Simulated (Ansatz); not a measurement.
# Single-point calculation, with input and output: Si216 (part 2 of 3)

Continued. System: Si216 (Fd-3m, 216 atoms in the cell). Method: DFT, HSE06, PAW, plane waves (Ansatz 0.2.0); cutoff 420 eV, 1×1×1 k-mesh, Fermi–Dirac smearing of 0.01 eV. The structure was built on a prototype by a generator.

### What the program printed, continued
```
SCF iter   1: F=—  HF=-137330.421633 eV  |F-HF|=—  |Δ(HF+E_count)|=         —  Δρ=7.46e-4  dr2=9.16e-3  ethr=1.77e-3  ⟨swp⟩=19.0  Hψ=3760  notcnv=0
preconditioner: auto → none  [insulator: Δε(μ)=0.704 eV  Ē_g=7.891 eV  σ=0.010 eV  W_gap=1.00  n_scr=690 (ndim 8)  ℏωp=16.6 eV  f_vac=0.000  D(μ)=0.00/eV (n_scr^D=0)]
SCF iter   2: F=—  HF=-137330.472558 eV  |F-HF|=—  |Δ(HF+E_count)|=   5.09e-2  Δρ=3.23e-4  dr2=1.68e-3  ethr=1.06e-6  ⟨swp⟩=19.0  Hψ=3281  notcnv=0  defer=18
iter 3 solved again at ethr=1.48e-8 eV; its pass at ethr=1.94e-7 eV (dr2=1.28e-4 eV) is discarded
SCF iter   3: F=—  HF=-137330.477299 eV  |F-HF|=—  |Δ(HF+E_count)|=   4.74e-3  Δρ=8.77e-5  dr2=1.30e-4  ethr=1.48e-8  ⟨swp⟩=4.0  Hψ=2788  notcnv=0  defer=17
SCF iter   4: F=-137330.477626 eV  HF=-137330.477627 eV  |F-HF|=7.12e-7  |Δ(HF+E_count)|=   3.28e-4  Δρ=2.45e-5  dr2=1.94e-5  ethr=1.48e-8  ⟨swp⟩=5.0  Hψ=1663  notcnv=0  defer=17
SCF 1 stopped early in 4 iterations: F = -137330.477626 eV  dr2 = 1.94e-5
  greatest PAW one-centre occupation: 0.632 electrons in one spin orbital (limit 2), on the Si atom at site 215 (counted from 0), in its partial waves of l = 0
Initial density: handed on by an earlier stage of this run
Initial wavefunctions: those handed on with the density
Functional: x = pbe(κ = 0.804, μ = 0.2195149727645171) + 0.25 (exact − pbe) at short range (hse, ω = 0.20786987370883472 Å⁻¹), c = pbe(β = 0.06672455060314922); HSE06 as pw.x's `hse` composes it (authors' and Libxc's form: `xc: wpbeh`)
Exchange kernel: α = 0.2500, screened, ω = 0.2079 Å⁻¹, Wigner–Seitz truncation, v(0) = 1036.4056 eV·Å³, q-mesh 1×1×1, nearest image of the exchange supercell L = 16.30 Å, pair-density grid 72×72×72, without the augmentation charges, whose exchange is taken in its separable form (sized by the pseudopotential files, 120×120×120 at the most), smooth part of the exchange summed in real space on grids
Frozen-core exchange: fock
SCF iter   1: F=—  HF=-137436.588735 eV  |F-HF|=—  |Δ(HF+E_count)|=         —  Δρ=2.95e-3  dr2=2.92e-1  ethr=2.25e-8  ⟨swp⟩=20.0  Hψ=4775  notcnv=12
preconditioner: auto → none  [insulator: Δε(μ)=1.237 eV  Ē_g=9.133 eV  σ=0.010 eV  W_gap=1.00  n_scr=690 (ndim 8)  ℏωp=16.6 eV  f_vac=0.000  D(μ)=0.00/eV (n_scr^D=0)]
SCF iter   2: F=—  HF=-137436.471926 eV  |F-HF|=—  |Δ(HF+E_count)|=   1.17e-1  Δρ=1.36e-3  dr2=8.37e-2  ethr=2.25e-8  ⟨swp⟩=5.0  Hψ=2455  notcnv=0
SCF iter   3: F=—  HF=-137436.781647 eV  |F-HF|=—  |Δ(HF+E_count)|=   3.10e-1  Δρ=5.06e-4  dr2=8.46e-3  ethr=2.25e-8  ⟨swp⟩=8.0  Hψ=2987  notcnv=0
SCF iter   4: F=—  HF=-137436.778948 eV  |F-HF|=—  |Δ(HF+E_count)|=   2.70e-3  Δρ=5.25e-5  dr2=1.00e-3  ethr=2.25e-8  ⟨swp⟩=4.0  Hψ=1891  notcnv=0
SCF iter   5: F=—  HF=-137436.788729 eV  |F-HF|=—  |Δ(HF+E_count)|=   9.78e-3  Δρ=9.85e-5  dr2=3.92e-4  ethr=7.14e-9  ⟨swp⟩=7.0  Hψ=2277  notcnv=0
SCF iter   6: F=-137436.788581 eV  HF=-137436.788581 eV  |F-HF|=9.40e-9  |Δ(HF+E_count)|=   1.47e-4  Δρ=1.89e-6  dr2=1.36e-5  ethr=7.14e-9  ⟨swp⟩=3.0  Hψ=1538  notcnv=0
SCF 2 stopped early in 6 iterations: F = -137436.788581 eV  dr2 = 1.36e-5
  greatest PAW one-centre occupation: 0.637 electrons in one spin orbital (limit 2), on the Si atom at site 215 (counted from 0), in its partial waves of l = 0
hybrid outer 1: dexx = +4.073e-1 eV, tail = 1.58e-4 eV
SCF iter   1: F=—  HF=-137436.785160 eV  |F-HF|=—  |Δ(HF+E_count)|=         —  Δρ=1.30e-5  dr2=1.11e-5  ethr=9.12e-8  ⟨swp⟩=17.0  Hψ=1841  notcnv=0
preconditioner: auto → none  [insulator: Δε(μ)=1.284 eV  Ē_g=9.148 eV  σ=0.010 eV  W_gap=1.00  n_scr=690 (ndim 8)  ℏωp=16.6 eV  f_vac=0.000  D(μ)=0.00/eV (n_scr^D=0)]
SCF iter   2: F=—  HF=-137436.785158 eV  |F-HF|=—  |Δ(HF+E_count)|=   1.50e-6  Δρ=1.62e-6  dr2=1.44e-6  ethr=9.38e-10  ⟨swp⟩=4.0  Hψ=1522  notcnv=0
SCF iter   3: F=—  HF=-137436.785167 eV  |F-HF|=—  |Δ(HF+E_count)|=   8.66e-6  Δρ=2.57e-6  dr2=3.76e-7  ethr=6.59e-12  ⟨swp⟩=9.0  Hψ=2582  notcnv=0  defer=17
SCF iter   4: F=-137436.785167 eV  HF=-137436.785167 eV  |F-HF|=2.91e-11  |Δ(HF+E_count)|=   1.37e-7  Δρ=2.68e-7  dr2=5.82e-8  ethr=6.59e-12  ⟨swp⟩=5.0  Hψ=1566  notcnv=0
SCF 3 converged in 4 iterations: F = -137436.785167 eV  dr2 = 5.82e-8
  Residual-converged pass: ⟨swp⟩=2.0  Hψ=978  notcnv=0  max |occ|·‖R‖ = 6.4e-6 eV (tolerance 6.7e-6 eV)  dr2=5.83e-8  dr2_onsite=1.62e-10  max |Δocc| = 0.0e0
```

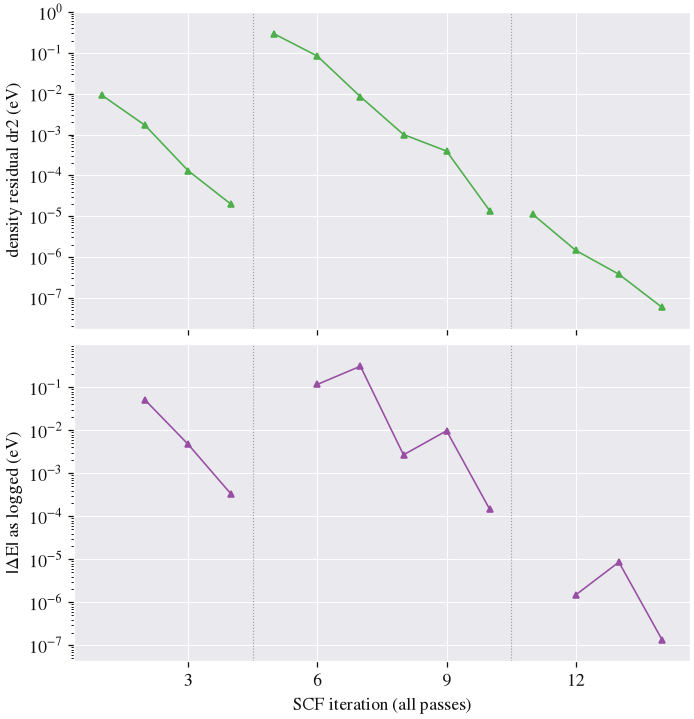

Convergence of the self-consistent field: density residual dr2 and size of the energy change against the SCF iteration. The run starts with a semilocal functional; after that each stretch between dotted lines is one SCF of the hybrid functional between two exact rebuilds of the exchange operator by the outer loop. Early passes are stopped at a loose threshold. The passes take 4, 6 and 4 iterations.

```
hybrid outer 2: dexx = +1.035e-5 eV, tail = 1.17e-7 eV, Δε = 4.14e-4 eV (about 1.60e-5 eV left of the loop's levels)
NSCF: frozen V_eff on 1 k-points
hybrid SCF converged: 2 outer / 10 inner (+4 warm-up), last move |dexx| = 1.04e-5 eV, tail = 1.17e-7 eV
Stability not checked: this state was not tested for a lower state beside it, because the functional holds exact exchange (a hybrid, or Hartree-Fock), whose exchange loop this test does not read (fock_operator; see scf.lower_state_search)
Free energy (F): -137436.785167 eV
Harris-Foulkes:  -137436.785167 eV  (|F-HF|=2.91e-11)
Internal energy: -137436.785167 eV  (E = F + TS)
E sigma→0 (E₀):  -137436.785167 eV
Fermi energy:    6.519778 eV
--- Per-component energies (eV) ---
  E_band       = 266.125705
  E_kinetic    = 8750.785995
  E_local      = -5822.183511  (includes V_loc(G=0)·N_el)
  E_nonlocal   = 5470.699608
  E_hartree    = 1620.115148
  E_xc         = -9722.441496
  E_vxc        = -8253.835776  (∫ρ·V_xc dr)
  E_exx        = -1207.770939  (= α·E_x^exact, valence–valence)
  E_paw        = -111841.279856  (= ΣΔE_a)
  E_vpaw       = -704.037593  (= ΣTr[D̂ρ^β])
  E_aug_tail   = 0.001301  (compensation charges beyond the density's cutoff)
  E_ewald      = -24671.942279
  E_core_change = -12.769128  (= ΣΔE_core)
  E_smearing   = -0.000000  (= −TS)
  E_closure    = -0.000011  (closes the sum)
  Σ components = -137436.785167   (vs F -137436.785167, Δ=0.00e0)
--- Forces (eV/Å), atoms counted from 1 ---
  atom   1  Si    -0.00000000     0.00000000    -0.00000000
  atom   2  Si    -0.00000000    -0.00000000    -0.00000000
  atom   3  Si    -0.00000000     0.00000000    -0.00000000
  atom   4  Si     0.00000000     0.00000000     0.00000000
  atom   5  Si     0.00000000    -0.00000000     0.00000000
  atom   6  Si     0.00000000    -0.00000000     0.00000000
  atom   7  Si    -0.00000000     0.00000000     0.00000000
  atom   8  Si    -0.00000000     0.00000000     0.00000000
  atom   9  Si    -0.00000000     0.00000000     0.00000000
  atom  10  Si    -0.00000000     0.00000000    -0.00000000
  atom  11  Si    -0.00000000     0.00000000     0.00000000
  atom  12  Si    -0.00000000     0.00000000     0.00000000
  atom  13  Si    -0.00000000    -0.00000000    -0.00000000
  atom  14  Si    -0.00000000     0.00000000    -0.00000000
  atom  15  Si    -0.00000000    -0.00000000    -0.00000000
  atom  16  Si    -0.00000000     0.00000000    -0.00000000
  atom  17  Si    -0.00000000     0.00000000     0.00000000
  atom  18  Si    -0.00000000     0.00000000    -0.00000000
  atom  19  Si    -0.00000000     0.00000000     0.00000000
  atom  20  Si    -0.00000000     0.00000000     0.00000000
  atom  21  Si    -0.00000000     0.00000000     0.00000000
  atom  22  Si    -0.00000000    -0.00000000     0.00000000
  atom  23  Si    -0.00000000     0.00000000     0.00000000
  atom  24  Si    -0.00000000     0.00000000     0.00000000
  atom  25  Si    -0.00000000    -0.00000000    -0.00000000
  atom  26  Si    -0.00000000     0.00000000     0.00000000
  atom  27  Si    -0.00000000     0.00000000     0.00000000
  atom  28  Si    -0.00000000    -0.00000000    -0.00000000
  atom  29  Si    -0.00000000     0.00000000    -0.00000000
  atom  30  Si    -0.00000000    -0.00000000    -0.00000000
  atom  31  Si    -0.00000000    -0.00000000     0.00000000
  atom  32  Si    -0.00000000     0.00000000    -0.00000000
  atom  33  Si    -0.00000000    -0.00000000    -0.00000000
  atom  34  Si    -0.00000000    -0.00000000     0.00000000
  atom  35  Si    -0.00000000     0.00000000    -0.00000000
  atom  36  Si    -0.00000000     0.00000000    -0.00000000
  atom  37  Si    -0.00000000     0.00000000     0.00000000
  atom  38  Si    -0.00000000    -0.00000000    -0.00000000
  atom  39  Si    -0.00000000    -0.00000000     0.00000000
  atom  40  Si    -0.00000000    -0.00000000    -0.00000000
  atom  41  Si    -0.00000000    -0.00000000     0.00000000
  atom  42  Si    -0.00000000    -0.00000000     0.00000000
  atom  43  Si    -0.00000000     0.00000000     0.00000000
  atom  44  Si    -0.00000000    -0.00000000    -0.00000000
  atom  45  Si    -0.00000000    -0.00000000     0.00000000
  atom  46  Si    -0.00000000     0.00000000    -0.00000000
  atom  47  Si    -0.00000000     0.00000000    -0.00000000
  atom  48  Si    -0.00000000     0.00000000    -0.00000000
  atom  49  Si    -0.00000000    -0.00000000     0.00000000
  atom  50  Si    -0.00000000    -0.00000000    -0.00000000
  atom  51  Si    -0.00000000    -0.00000000    -0.00000000
  atom  52  Si    -0.00000000    -0.00000000    -0.00000000
  atom  53  Si    -0.00000000    -0.00000000    -0.00000000
  atom  54  Si    -0.00000000     0.00000000    -0.00000000
  atom  55  Si     0.00000000     0.00000000     0.00000000
  atom  56  Si     0.00000000     0.00000000     0.00000000
  atom  57  Si     0.00000000     0.00000000     0.00000000
  atom  58  Si    -0.00000000     0.00000000     0.00000000
  atom  59  Si    -0.00000000     0.00000000    -0.00000000
  atom  60  Si    -0.00000000    -0.00000000     0.00000000
  atom  61  Si     0.00000000     0.00000000     0.00000000
  atom  62  Si    -0.00000000    -0.00000000    -0.00000000
  atom  63  Si    -0.00000000     0.00000000     0.00000000
  atom  64  Si    -0.00000000    -0.00000000     0.00000000
  atom  65  Si    -0.00000000    -0.00000000     0.00000000
  atom  66  Si    -0.00000000     0.00000000    -0.00000000
  atom  67  Si    -0.00000000     0.00000000    -0.00000000
  atom  68  Si    -0.00000000     0.00000000    -0.00000000
  atom  69  Si    -0.00000000     0.00000000     0.00000000
  atom  70  Si    -0.00000000    -0.00000000    -0.00000000
  atom  71  Si    -0.00000000     0.00000000     0.00000000
  atom  72  Si    -0.00000000     0.00000000    -0.00000000
  atom  73  Si     0.00000000     0.00000000     0.00000000
  atom  74  Si     0.00000000     0.00000000     0.00000000
  atom  75  Si     0.00000000    -0.00000000     0.00000000
  atom  76  Si     0.00000000     0.00000000    -0.00000000
  atom  77  Si     0.00000000     0.00000000     0.00000000
  atom  78  Si     0.00000000    -0.00000000     0.00000000
  atom  79  Si    -0.00000000     0.00000000     0.00000000
  atom  80  Si    -0.00000000     0.00000000     0.00000000
  atom  81  Si    -0.00000000     0.00000000     0.00000000
  atom  82  Si     0.00000000    -0.00000000    -0.00000000
  atom  83  Si     0.00000000    -0.00000000    -0.00000000
  atom  84  Si     0.00000000    -0.00000000     0.00000000
  atom  85  Si     0.00000000     0.00000000    -0.00000000
  atom  86  Si    -0.00000000     0.00000000    -0.00000000
  atom  87  Si     0.00000000     0.00000000    -0.00000000
  atom  88  Si    -0.00000000    -0.00000000    -0.00000000
  atom  89  Si     0.00000000     0.00000000     0.00000000
  atom  90  Si    -0.00000000     0.00000000     0.00000000
  atom  91  Si    -0.00000000    -0.00000000    -0.00000000
  atom  92  Si    -0.00000000    -0.00000000    -0.00000000
  atom  93  Si    -0.00000000     0.00000000    -0.00000000
  atom  94  Si    -0.00000000     0.00000000     0.00000000
  atom  95  Si    -0.00000000     0.00000000    -0.00000000
  atom  96  Si    -0.00000000     0.00000000    -0.00000000
  atom  97  Si    -0.00000000     0.00000000    -0.00000000
  atom  98  Si    -0.00000000    -0.00000000     0.00000000
  atom  99  Si    -0.00000000     0.00000000     0.00000000
  atom 100  Si     0.00000000    -0.00000000    -0.00000000
  atom 101  Si     0.00000000     0.00000000    -0.00000000
  atom 102  Si     0.00000000    -0.00000000     0.00000000
  atom 103  Si    -0.00000000     0.00000000    -0.00000000
  atom 104  Si    -0.00000000     0.00000000    -0.00000000
  atom 105  Si    -0.00000000     0.00000000    -0.00000000
  atom 106  Si    -0.00000000     0.00000000     0.00000000
  atom 107  Si    -0.00000000    -0.00000000     0.00000000
  atom 108  Si    -0.00000000     0.00000000     0.00000000
  atom 109  Si     0.00000000     0.00000000     0.00000000
  atom 110  Si    -0.00000000     0.00000000     0.00000000
  atom 111  Si     0.00000000     0.00000000     0.00000000
  atom 112  Si     0.00000000     0.00000000     0.00000000
  atom 113  Si     0.00000000     0.00000000     0.00000000
  atom 114  Si     0.00000000    -0.00000000     0.00000000
  atom 115  Si    -0.00000000     0.00000000     0.00000000
  atom 116  Si    -0.00000000     0.00000000     0.00000000
  atom 117  Si    -0.00000000     0.00000000     0.00000000
  atom 118  Si     0.00000000    -0.00000000    -0.00000000
  atom 119  Si    -0.00000000     0.00000000    -0.00000000
  atom 120  Si    -0.00000000    -0.00000000     0.00000000
  atom 121  Si    -0.00000000     0.00000000     0.00000000
  atom 122  Si    -0.00000000     0.00000000     0.00000000
  atom 123  Si    -0.00000000    -0.00000000     0.00000000
  atom 124  Si    -0.00000000    -0.00000000     0.00000000
  atom 125  Si    -0.00000000     0.00000000     0.00000000
  atom 126  Si    -0.00000000    -0.00000000    -0.00000000
  atom 127  Si    -0.00000000    -0.00000000     0.00000000
  atom 128  Si    -0.00000000     0.00000000     0.00000000
  atom 129  Si    -0.00000000    -0.00000000    -0.00000000
  atom 130  Si     0.00000000     0.00000000     0.00000000
  atom 131  Si    -0.00000000     0.00000000     0.00000000
  atom 132  Si    -0.00000000     0.00000000     0.00000000
  atom 133  Si     0.00000000     0.00000000     0.00000000
  atom 134  Si     0.00000000     0.00000000     0.00000000
  atom 135  Si    -0.00000000     0.00000000    -0.00000000
  atom 136  Si     0.00000000     0.00000000    -0.00000000
  atom 137  Si     0.00000000    -0.00000000     0.00000000
  atom 138  Si     0.00000000     0.00000000    -0.00000000
  atom 139  Si     0.00000000    -0.00000000    -0.00000000
  atom 140  Si     0.00000000    -0.00000000     0.00000000
  atom 141  Si     0.00000000    -0.00000000     0.00000000
  atom 142  Si    -0.00000000    -0.00000000    -0.00000000
  atom 143  Si     0.00000000     0.00000000    -0.00000000
  atom 144  Si    -0.00000000     0.00000000     0.00000000
  atom 145  Si    -0.00000000    -0.00000000     0.00000000
  atom 146  Si    -0.00000000    -0.00000000     0.00000000
  atom 147  Si    -0.00000000    -0.00000000    -0.00000000
  atom 148  Si    -0.00000000     0.00000000    -0.00000000
  atom 149  Si    -0.00000000    -0.00000000    -0.00000000
  atom 150  Si    -0.00000000    -0.00000000    -0.00000000
  atom 151  Si    -0.00000000    -0.00000000    -0.00000000
  atom 152  Si    -0.00000000    -0.00000000    -0.00000000
  atom 153  Si    -0.00000000    -0.00000000    -0.00000000
  atom 154  Si     0.00000000    -0.00000000     0.00000000
```
